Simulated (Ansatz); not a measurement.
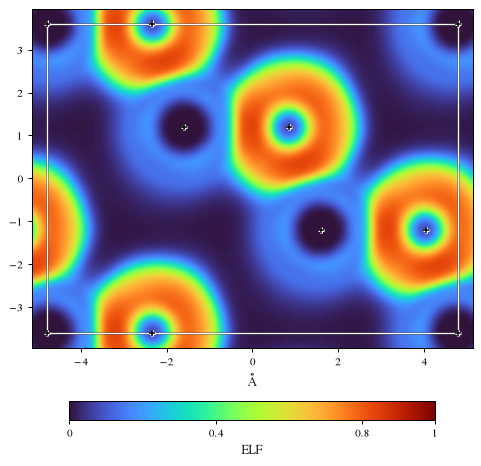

The ELF on a plane through atoms (crosses mark nuclei in the plane).

Method: Ansatz 0.2.0, DFT, r2SCAN, plane waves, PAW.

Candidates:
A. ZnSe, a = 4.17 Å, b = 4.17 Å, c = 9.58 Å, α = 90.00°, β = 90.00°, γ = 120.00°. Space group R3m; started from the zincblende prototype, which need not be the ambient phase; changed on purpose from its base cell (epitaxial 111 strain +4.0%); computed pressure about −3 GPa in this cell.
B. GaP, a = 4.01 Å, b = 4.01 Å, c = 9.30 Å, α = 90.00°, β = 90.00°, γ = 120.00°. Space group R3m; started from the zincblende prototype, which need not be the ambient phase; changed on purpose from its base cell (epitaxial 111 strain +4.0%); computed pressure about −5 GPa in this cell.

Q: Which system is this?

A: Candidate A: ZnSe on the (110) plane of the conventional cell, which holds Zn and Se. Zn–Se (2.46 Å): the ELF is about 0.60 at the midpoint. Zn–Se (2.52 Å): the ELF is about 0.60 at the midpoint.
